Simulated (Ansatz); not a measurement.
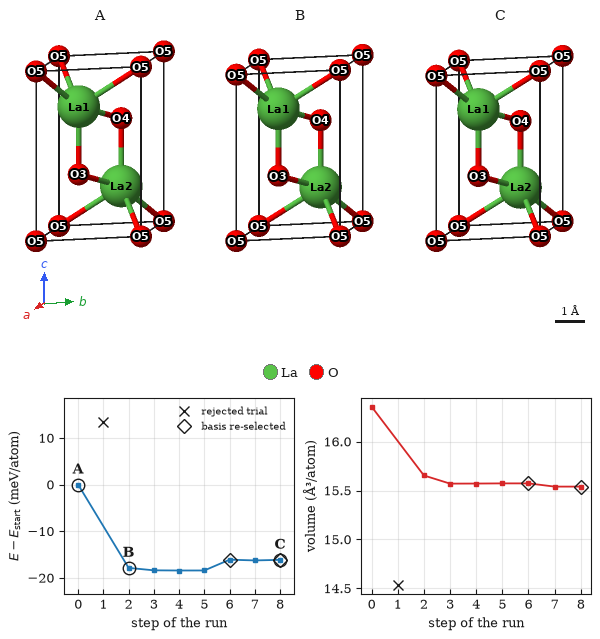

Frames of a relaxation of crystalline La2O3 (set up in P-3m1), marked on the history of the run. Style: ball-and-stick. Shown: the cell of the calculation, slightly off an axis.

These are results of DFT LDA, scalar-relativistic, plane waves, PAW in Ansatz, not measurements. Settings: plane-wave cutoff 420 eV; k-point mesh 6 × 6 × 4; occupations gaussian; smearing width 0.02 eV; no spin polarisation; cell and atoms relaxed; force threshold 0.005 eV/Å; at most 80 steps.

**Describe the path.**

The largest moves relative to the cell, 0.013 Å, are those of La1 and La2. La1 goes along +c. Largest moves by element: La 0.013 Å, O 0.004 Å. Cell: a = b 3.931 → 3.883 Å (−1.2 %), c 6.112 → 5.952 Å (−2.6 %). Volume −5.0 %. Near-neighbour distances that change, for instance: La1–O5 2.723 → 2.671 Å, La1–O3 2.443 → 2.396 Å, La1–O4 2.363 → 2.334 Å. The space group stays P-3m1 (No. 164). After 5 accepted moves (8 points after the start) the energy has fallen by 16.1 meV per atom. Largest force component: 0.17 eV/Å at the start, 0.0009 eV/Å at the end. Pressure: −6.33 GPa at the start and −0.02 GPa at the end. The line search rejected the trial step at point 1 of the run. At 2 points the geometry stayed and the basis and grid were re-selected for the new cell (energy shift of 2.3 meV per atom at most each time). Cost: 24 s on 4 threads of Intel(R) Xeon(R) Processor @ 2.50GHz (Skylake/Cascade Lake), with other jobs on the host, peak memory 0.46 GiB. From step 0 to 2: volume −4.3 %, energy −17.9 meV per atom. From step 2 to 8: volume −0.7 %, energy +1.7 meV per atom.
